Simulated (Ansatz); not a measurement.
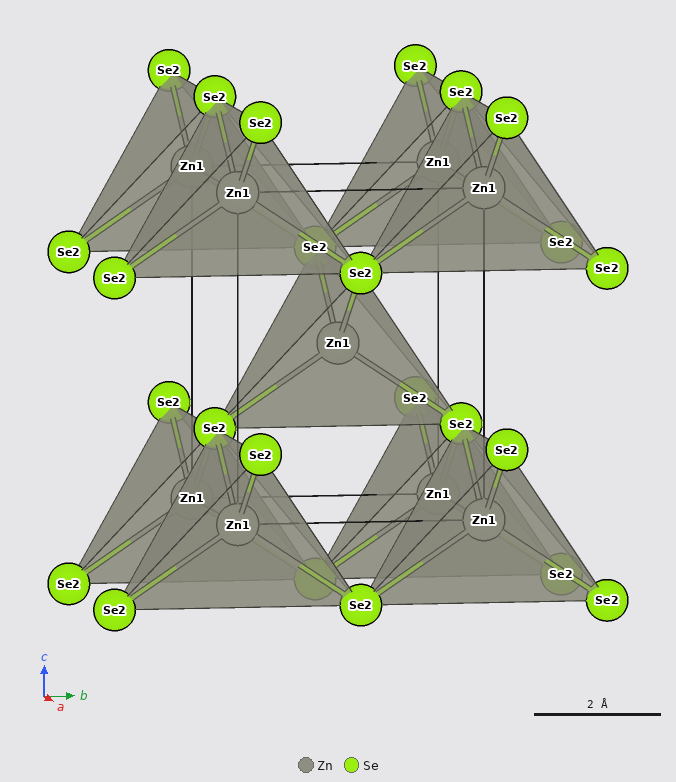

Fig. 1: The structure (polyhedral view of the cell 2 times as large as that of the calculation, set on its symmetry axes, seen slightly off an axis; polyhedra are completed across the faces of the cell; atoms are numbered from 1 in the order of the input).

**Two runs on ZnSe**

System: ZnSe (I-4m2, 2 atoms in the cell).
Method of run 1: DFT, PBE, plane waves, PAW, no spin polarisation (Ansatz 0.2.0).

The structure was built on a prototype by a generator. The geometry comes from this level: r2SCAN (a point of a series of strains). Text and figures count atoms from 1; the logs count them from 0 in places.

## The input, run 1
```yaml
crystal:
  lattice:
    - [0.0, 2.8324206805, 2.8324206805]
    - [2.6692732493, 0.0, 2.8324206805]
    - [2.6692732493, 2.8324206805, 0.0]
  atoms:
    - { symbol: Zn, position: [0.0, 0.0, 0.0] }
    - { symbol: Se, position: [0.25, 0.25, 0.25] }
kpoints:
  mp_grid: { grid: [8, 8, 8] }
  band_path:
    path:
      - [0.0, 0.0, 0.0]
      - [-0.5, -0.5, 0.0]
      - [-0.375, -0.375, 0.25]
      - [-0.375, 0.0, 0.375]
      - [0.0, 0.0, 0.5]
      - [-0.5, -0.25, 0.25]
    npoints: 1
hamiltonian:
  xc: pbe
scf:
  occupations: { method: fermi_dirac, width: 0.02 }
  n_extra_bands: 4
output:
  forces: true
  stress: true
  eigenvalues: true
```

Hardware: 4 threads of an Arm (aarch64) CPU, shared host.

## Output, shortened to warnings, some set-up lines, iterations and results (run 1)
```
Basis set: ecut = 420 eV, 845 PW (Γ), exchange–correlation on 54×54×54 points (8 copies of the dense FFT grid, shifted against one another)
Symmetry: 8 space group operations
k-points: 59 of 512 (time reversal used)
Initial density: superposition of atomic densities (neutral atoms: chi_scale 0, normalization atom), corrected by the library's trained network
[...]
SCF iter   1: F=—  HF=-8789.445682 eV  |F-HF|=—  |Δ(HF+E_count)|=         —  Δρ=7.26e-4  dr2=2.87e-4  ethr=1.77e-3  ⟨swp⟩=5.9  Hψ=5694  notcnv=0
SCF iter   2: F=—  HF=-8789.445570 eV  |F-HF|=—  |Δ(HF+E_count)|=   1.12e-4  Δρ=3.55e-4  dr2=2.83e-5  ethr=1.02e-6  ⟨swp⟩=2.0  Hψ=2472  notcnv=0
SCF iter   3: F=—  HF=-8789.445590 eV  |F-HF|=—  |Δ(HF+E_count)|=   1.99e-5  Δρ=1.51e-4  dr2=4.72e-6  ethr=1.01e-7  ⟨swp⟩=2.0  Hψ=1888  notcnv=0
SCF iter   4: F=—  HF=-8789.445590 eV  |F-HF|=—  |Δ(HF+E_count)|=   2.30e-8  Δρ=7.20e-5  dr2=7.51e-7  ethr=1.69e-8  ⟨swp⟩=2.0  Hψ=1534  notcnv=0
SCF iter   5: F=—  HF=-8789.445592 eV  |F-HF|=—  |Δ(HF+E_count)|=   1.81e-6  Δρ=2.19e-5  dr2=1.45e-7  ethr=2.68e-9  ⟨swp⟩=2.0  Hψ=1888  notcnv=0
SCF iter   6: F=-8789.445592 eV  HF=-8789.445592 eV  |F-HF|=1.24e-8  |Δ(HF+E_count)|=   2.30e-7  Δρ=4.59e-6  dr2=4.43e-9  ethr=3.57e-10  ⟨swp⟩=5.9  Hψ=5046  notcnv=0
SCF 1 converged in 6 iterations: F = -8789.445592 eV  dr2 = 4.43e-9
NSCF: frozen V_eff on 6 k-points
SCF converged after 6 iterations
Free energy (F): -8789.445592 eV
Harris-Foulkes:  -8789.445592 eV  (|F-HF|=1.24e-8)
Internal energy: -8789.445592 eV  (E = F + TS)
E sigma→0 (E₀):  -8789.445592 eV
Fermi energy:    8.467547 eV
--- Per-component energies (eV) ---
  E_band       = -362.335876
  E_kinetic    = 251.657921
  E_local      = -4296.041136  (includes V_loc(G=0)·N_el)
  E_nonlocal   = 17.743345
  E_hartree    = 1996.191378
  E_xc         = -242.410821
  E_vxc        = -151.506384  (∫ρ·V_xc dr)
  E_paw        = -3738.512012  (= ΣΔE_a)
  E_vpaw       = -176.570631  (= ΣTr[D̂ρ^β])
  E_aug_tail   = -0.000930  (compensation charges beyond the density's cutoff)
  E_ewald      = -2778.073336
  E_smearing   = -0.000000  (= −TS)
  E_closure    = 0.000000  (closes the sum)
  Σ components = -8789.445592   (vs F -8789.445592, Δ=0.00e0)
--- Forces (eV/Å), atoms counted from 1 ---
  atom   1  Zn     0.00000000     0.00000000     0.00000000
  atom   2  Se     0.00000000     0.00000000    -0.00000000
  max |Σ_I F_I| component: 2.78e-17 eV/Å
--- Stress (GPa, compression-positive) ---
        7.678287       0.000000       0.000000
        0.000000       6.056466       0.000000
        0.000000       0.000000       6.056466
  P = ⅓ Tr σ = 6.5971 GPa (65.971 kbar)
```

The input of run 2 differs as follows (lines with − go, lines with + come):
```diff
-  xc: pbe
+  xc: r2scan
-  occupations: { method: fermi_dirac, width: 0.02 }
+  occupations: { method: fixed }
```

Predict how the results change.

The total energies belong to different methods, so their difference says nothing on which is more stable or more accurate. The gap on the mesh goes from 1.39 to 1.98 eV. The pressure goes from 6.60 to 4.35 GPa. The functional changes from PBE to r2SCAN. The SCF takes 8 iterations against 6. The default cutoff goes from 420 to 500 eV with the change. The plane waves at Γ go from 845 to 1081.

## Output, shortened to warnings, some set-up lines, iterations and results (run 2)
```
Basis set: ecut = 500 eV, 1081 PW (Γ), exchange–correlation on 120×120×120 points (64 copies of the dense FFT grid, shifted against one another)
Symmetry: 8 space group operations
k-points: 59 of 512 (time reversal used)
Initial density: superposition of atomic densities (neutral atoms: chi_scale 0, normalization atom), corrected by the library's trained network
[...]
SCF iter   1: F=—  HF=-8805.454638 eV  |F-HF|=—  |Δ(HF+E_count)|=         —  Δρ=1.44e-2  dr2=4.15e-2  dr2_τ=6.84e-3  ethr=1.77e-3  ⟨swp⟩=4.9  Hψ=4884  notcnv=0  defer=109
SCF iter   2: F=—  HF=-8805.457539 eV  |F-HF|=—  |Δ(HF+E_count)|=   2.90e-3  Δρ=3.55e-3  dr2=5.86e-3  dr2_τ=1.95e-4  ethr=1.48e-4  ⟨swp⟩=2.4  Hψ=2153  notcnv=0  defer=114
SCF iter   3: F=—  HF=-8805.453721 eV  |F-HF|=—  |Δ(HF+E_count)|=   3.82e-3  Δρ=2.76e-3  dr2=1.35e-3  dr2_τ=1.08e-5  ethr=2.09e-5  ⟨swp⟩=2.4  Hψ=1677  notcnv=0  defer=118
SCF iter   4: F=—  HF=-8805.453921 eV  |F-HF|=—  |Δ(HF+E_count)|=   2.00e-4  Δρ=4.94e-4  dr2=5.69e-5  dr2_τ=3.14e-6  ethr=4.83e-6  ⟨swp⟩=3.0  Hψ=2130  notcnv=0  defer=118
SCF iter   5: F=—  HF=-8805.453912 eV  |F-HF|=—  |Δ(HF+E_count)|=   9.46e-6  Δρ=5.00e-5  dr2=8.86e-7  dr2_τ=1.75e-8  ethr=2.03e-7  ⟨swp⟩=2.0  Hψ=1992  notcnv=0  defer=111
SCF iter   6: F=—  HF=-8805.453912 eV  |F-HF|=—  |Δ(HF+E_count)|=   1.11e-7  Δρ=4.71e-5  dr2=7.54e-7  dr2_τ=9.23e-9  ethr=3.57e-10  ⟨swp⟩=7.0  Hψ=5586  notcnv=0
SCF iter   7: F=—  HF=-8805.453912 eV  |F-HF|=—  |Δ(HF+E_count)|=   4.18e-8  Δρ=2.04e-5  dr2=1.33e-7  dr2_τ=4.19e-10  ethr=2.69e-9  ⟨swp⟩=2.0  Hψ=1443  notcnv=0
SCF iter   8: F=-8805.453912 eV  HF=-8805.453912 eV  |F-HF|=1.94e-9  |Δ(HF+E_count)|=   9.57e-9  Δρ=4.54e-6  dr2=6.60e-9  dr2_τ=2.02e-11  ethr=3.57e-10  ⟨swp⟩=5.0  Hψ=4188  …
SCF 1 converged in 8 iterations: F = -8805.453912 eV  dr2 = 6.60e-9
NSCF: frozen V_eff on 6 k-points
SCF converged after 8 iterations
Free energy (F): -8805.453912 eV
Harris-Foulkes:  -8805.453912 eV  (|F-HF|=1.94e-9)
Internal energy: -8805.453912 eV  (E = F + TS)
E sigma→0 (E₀):  -8805.453912 eV
Fermi energy:    7.465630 eV
--- Per-component energies (eV) ---
  E_band       = -380.627005
  E_kinetic    = 251.081893
  E_local      = -4303.067317  (includes V_loc(G=0)·N_el)
  E_nonlocal   = 22.308069
  E_hartree    = 2002.035286
  E_xc         = -223.172551
  E_vxc        = -160.594341  (∫ρ·V_xc dr)
  E_paw        = -3774.618316  (= ΣΔE_a)
  E_vpaw       = -202.547864  (= ΣTr[D̂ρ^β])
  E_aug_tail   = -0.000249  (compensation charges beyond the density's cutoff)
  E_vtau       = 8.125976  (kinetic-family band-sum trace: ∫τ·v_τ [+ j·A + Jᵃ·Aᵃ] dr)
  E_ewald      = -2778.073336
  E_core_change = -1.947389  (= ΣΔE_core)
  E_smearing   = -0.000000  (= −TS)
  E_closure    = -0.000000  (closes the sum)
  Σ components = -8805.453912   (vs F -8805.453912, Δ=0.00e0)
--- Forces (eV/Å), atoms counted from 1 ---
  atom   1  Zn     0.00000000     0.00000000     0.00000000
  atom   2  Se     0.00000000     0.00000000    -0.00000000
  max |Σ_I F_I| component: 2.78e-17 eV/Å
--- Stress (GPa, compression-positive) ---
        5.568413       0.000000       0.000000
        0.000000       3.743714       0.000000
        0.000000       0.000000       3.743714
  P = ⅓ Tr σ = 4.3519 GPa (43.519 kbar)
```

## The two runs side by side

| quantity | run 1 | run 2 |
| --- | --- | --- |
| outcome | converged | converged |
| free energy per atom (eV) | −4394.7228 | −4402.7270 |
| gap on the mesh (eV) | 1.39 | 1.98 |
| pressure (GPa) | 6.60 | 4.35 |
| largest force (eV/Å) | 0.000 | 0.000 |
| SCF iterations | 6 | 8 |
| irreducible k-points | 59 | 59 |
| plane waves at Γ | 845 | 1081 |
| wall time (shared host) | 1.6 s | 3.8 s |

For run 1: The cell is under a pressure of 6.6 GPa at this level, so it is not at its equilibrium volume.
